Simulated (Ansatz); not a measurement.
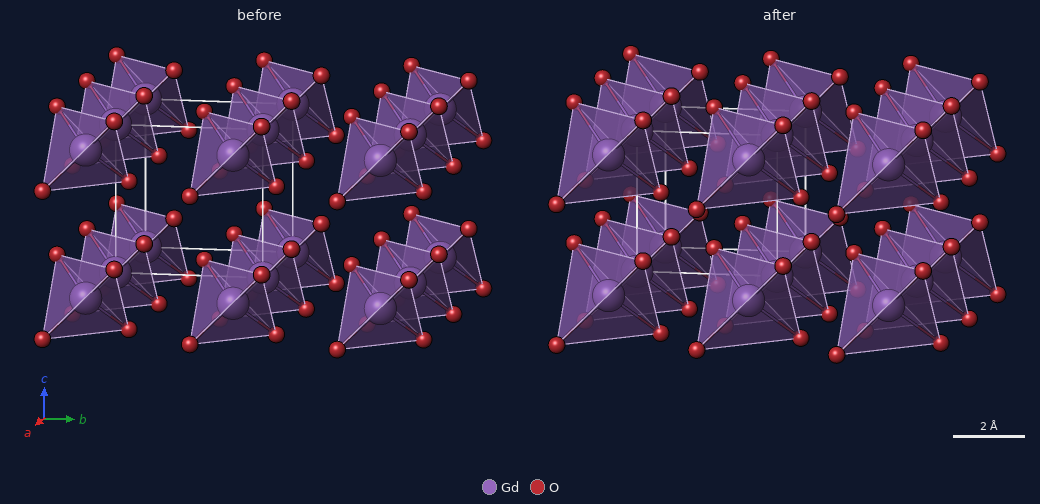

The structure of solid GdO$_{4}$ (a generated structure, set up in P-43m) (coarse preliminary run) before (left) and after (right) a relaxation, at one scale.

Style: polyhedral. Shown: the cell of the calculation, repeated 2 × 2 × 1 with one cell outlined, slightly off an axis.

Level of theory: Ansatz, DFT PBE, scalar-relativistic, plane waves, PAW. Set-up: plane-wave cutoff 420 eV; k-point mesh 4 × 4 × 4; occupations gaussian; smearing width 0.1 eV; collinear spin; cell and atoms relaxed; force threshold 0.04 eV/Å; at most 70 steps.

Q: Describe what moved and what it gained.

A: After 8 accepted moves (11 points after the start) the energy has fallen by 4.141 eV per cell of the calculation. Largest force component: 2 eV/Å at the start, 0.00091 eV/Å at the end. Pressure: 16.91 GPa at the start and −0.02 GPa at the end. The line search rejected the trial step at point 4 of the run. At 2 points the geometry stayed and the basis and grid were re-selected for the new cell (energy shift of 20.7 meV per cell of the calculation at most each time). The largest moves relative to the cell, 0.46 Å, are those of O atoms. Gd stays in place. Cell: a = b = c 4.277 → 4.064 Å (−5.0 %). Volume −14.3 %. Some distances before and after: Gd–O 1.806 → 2.175 Å. The space group stays P-43m (No. 215). The run may lie on a higher electronic state than the lowest, so the end point isn't shown to be the ground-state structure.
